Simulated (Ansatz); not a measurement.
**AlN: density, localisation and related maps**

```xyz
8
Lattice="-3.2759 0.0000 0.0000 0.0000 -5.6740 0.0000 3.2759 0.0000 4.1007" Properties=species:S:1:pos:R:3 pbc="T T T"
Al    1.4509   -0.9457    3.0357
Al    0.1870   -3.7827    3.1153
Al   -0.1870   -1.8913    0.9854
Al   -1.4509   -4.7283    1.0650
N    -1.8199   -0.9457    1.0221
N     0.1820   -3.7827    1.0283
N    -0.1820   -1.8913    3.0724
N     1.8199   -4.7283    3.0786
```

Space group P2₁/c; a point of a scan over the structure, not its minimum; a structure from a database of computed crystals, not necessarily the ambient phase; not relaxed (largest force 0.7 eV/Å); PAW files of the earlier set (soft_1).

Theory: Ansatz, DFT LDA, scalar-relativistic, plane waves, PAW.

The density is the valence pseudo-density of a PAW calculation; it isn't the true density close to the nuclei.

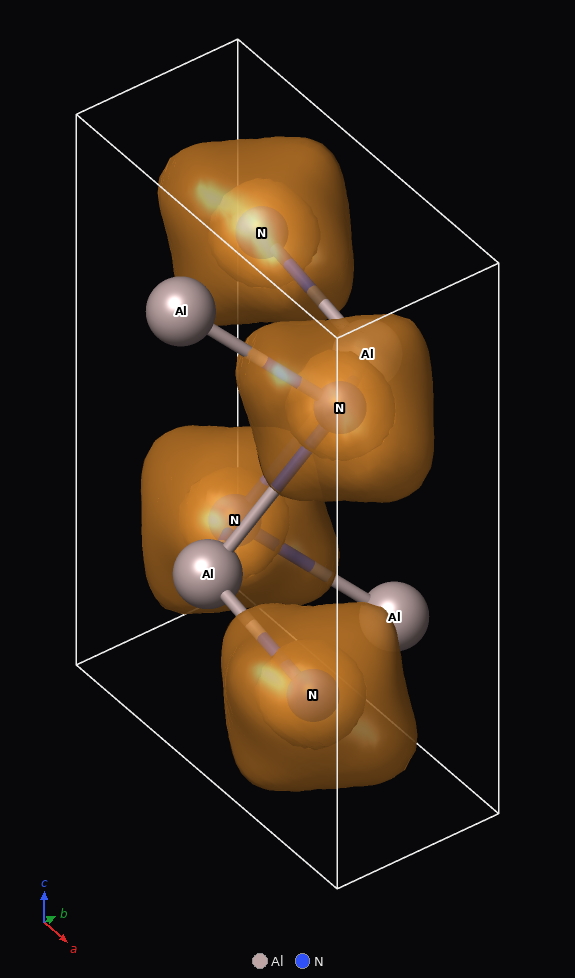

Figure 1. Isosurface of the ELF at 0.75 (orange), seen slightly off an axis. Core shells and regions of very low density are left out. Sticks mark near contacts.

Describe the localisation domains.

Answer. The ELF exceeds this value in four regions on N in which the atom's valence shell and bonds are merged, counted in one cell of 8 atoms. Any copies at cell faces, edges or corners count once.


Al–N (1.89 Å): the ELF peaks at about 0.85 in the valence shell of N, 0.8 Å from its nucleus, and is about 0.85 at the midpoint. Al–N (1.93 Å): the ELF peaks at about 0.85 in the valence shell of N, 0.8 Å from its nucleus, and is about 0.85 at the midpoint.

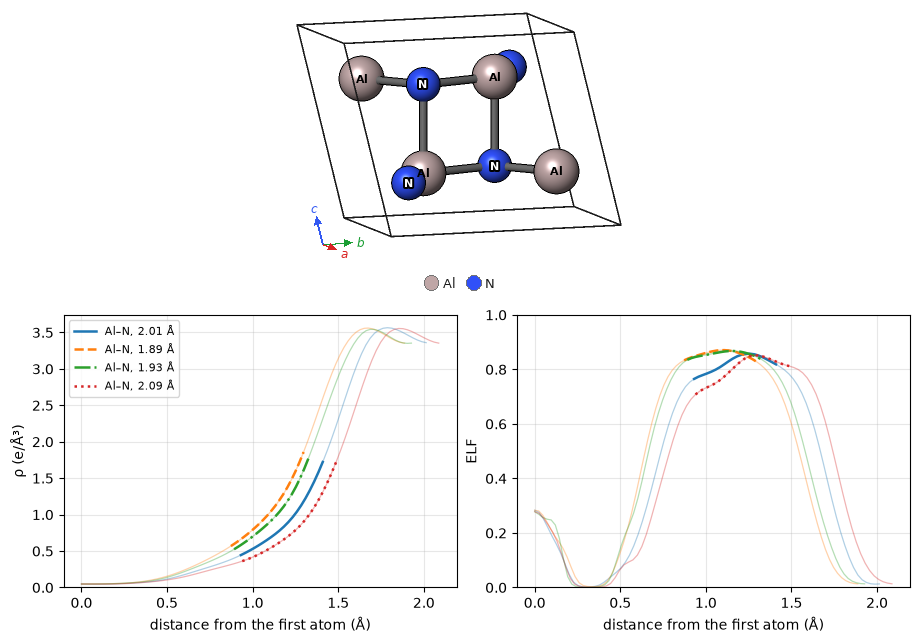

Figure 2. Valence pseudo-density and electron localisation function along straight lines between neighbouring atoms. Thin, pale parts lie inside the atomic spheres. The structure is drawn too.

Compare the contacts.

Answer. Al–N (2.01 Å): ρ at the midpoint is about 0.54 e/Å³; the ELF peaks at about 0.85 in the valence shell of N, 0.8 Å from its nucleus, and is about 0.80 at the midpoint.
Al–N (1.89 Å): ρ at the midpoint is about 0.68 e/Å³; the ELF peaks at about 0.85 in the valence shell of N, 0.8 Å from its nucleus, and is about 0.85 at the midpoint.
Al–N (1.93 Å): the density is about 0.64 e/Å³ at the midpoint; the ELF peaks at about 0.85 in the valence shell of N, 0.8 Å from its nucleus, and is about 0.85 at the midpoint.
Al–N (2.09 Å): ρ is about 0.46 e/Å³ halfway; the ELF peaks at about 0.85 in the valence shell of N, 0.8 Å from its nucleus, and is about 0.75 at the midpoint.

Metal or insulator at this level of theory?

Answer. It is gapped, with a Kohn–Sham gap of 3.5 eV on the k-point mesh, an upper bound to the gap of this method.
